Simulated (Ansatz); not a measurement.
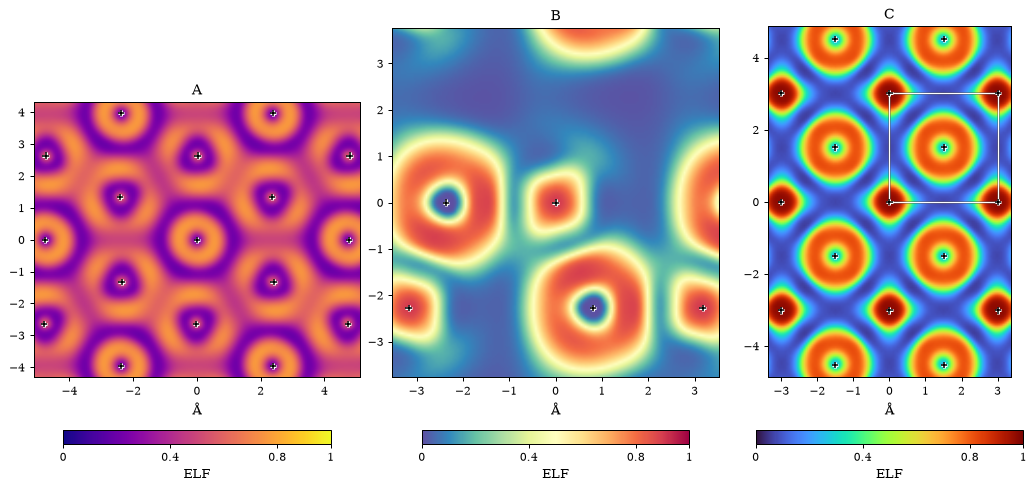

The electron localisation function of 3 systems, each on a plane through atoms (crosses mark nuclei in the plane).

The calculation used Kohn-Sham DFT of a periodic cell, PBE, Ansatz PAW in Ansatz 0.2.0.

System 1: Si2Mo, the (001) plane of the conventional cell. Space group C222; a structure from a database of computed crystals, not necessarily the ambient phase; computed pressure about −4 GPa in this cell.

System 2: CoO, the (001) plane of the conventional cell. Space group I4/mmm; computed pressure about −18 GPa in this cell.

```
Co O
1.0
     3.01600    0.00000    0.00000
     0.00000    3.01600    0.00000
     0.00000    0.00000    4.21450
Co O
2 2
Direct
  0.00000 0.00000 0.00000
  0.50000 0.50000 0.50000
  0.00000 0.00000 0.50000
  0.50000 0.50000 0.00000
```

System 3: MnS, the (110) plane of the conventional cell. Space group P6₃mc; a structure from a database of computed crystals, not necessarily the ambient phase; computed pressure about −20 GPa in this cell; the program warned that no starting moments were given; spin-polarised, but the moments vanished.

Q: Which map belongs to which system?

A: Panel A is system 1, Si2Mo: the plane holds Mo and Si. Panel B is system 3, MnS: the plane holds Mn and S. Mn–S (2.36 Å): the ELF peaks at about 0.90 in the valence shell of S, 0.9 Å from its nucleus, and is about 0.55 at the midpoint. Panel C is system 2, CoO: the plane holds Co and O. Co–O (2.13 Å): the ELF peaks at about 0.80 in the valence shell of O, 0.6 Å from its nucleus, and is about 0.15 at the midpoint; no localised pair shows between them.
